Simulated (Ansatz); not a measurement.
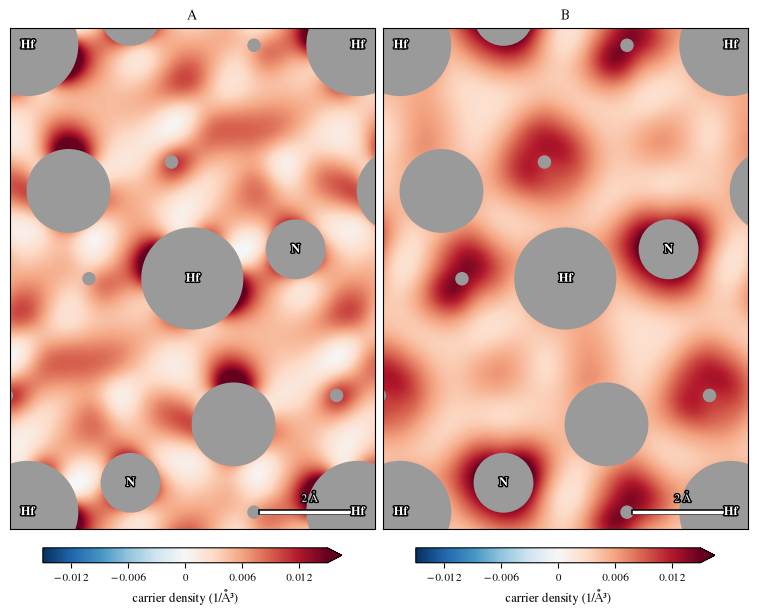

Hf$_{3}$N$_{4}$, doped once with holes and once with electrons (0.5 e in the calculation's cell of 14 atoms, uniform background, atoms fixed). Each panel shows the carrier's density (positive where it sits) on the (110) plane of the conventional cell; grey discs cover the cores. Cores are masked to 1.0 Å (Hf) and 0.6 Å (N).

Space group I-43d; the calculation finds a residual pressure of about 2 GPa at this fixed cell.

Level of theory: DFT r2SCAN, scalar-relativistic, plane waves, PAW (Ansatz).

### Which panel shows the hole and which the electron?

A is the electron: outside the cores it is densest at the edge of the masked core of Hf; it divides as Hf about 50 % and N about 50 %. B is the hole: outside the cores it is densest at the edge of the masked core of N; it divides as N about 70 % and Hf about 30 %. Shares are sums over atomic cells sized by the Bader volumes, which fill 40 % (Hf) and 60 % (N) of the cell, so only an excess over these marks a preference; they are shares of the net change, screening included, and the band-edge orbitals themselves can be more concentrated.
